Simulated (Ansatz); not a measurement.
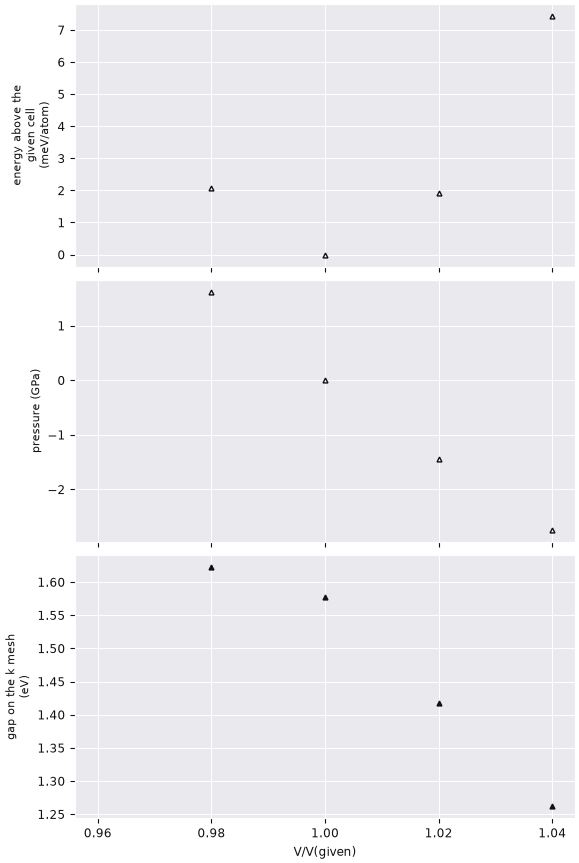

Plotted: energy above the given cell, pressure and gap on the k mesh against V/V(given) for GaP, space group F-43m (No. 216).

Cell as given: a = 3.893 Å, b = 3.893 Å, c = 3.893 Å, α = 60.00°, β = 60.00°, γ = 60.00°; 2 atoms.

Method: plane-wave density functional theory, PAW datasets, Gaussian smearing 0.05 eV: equation of state, the given cell scaled in volume with shape and atoms relaxed at each volume; third-order Birch-Murnaghan fit (Ansatz 0.2.0). Level: PBE, no spin polarisation.

- PAW set: soft_2
- wave cutoff: 420 eV
- k mesh: 10×10×10
- symmetry use: detected

V(given) is 20.87 Å³/atom.

The point at V/V(given) 0.96 is left out of the plot. What does the calculation give there?

```json
{"V/V(given)": "0.96", "energy above the given cell (meV/atom)": "8.62", "pressure (GPa)": "3.437", "gap on the k mesh (eV)": "1.588"}
```
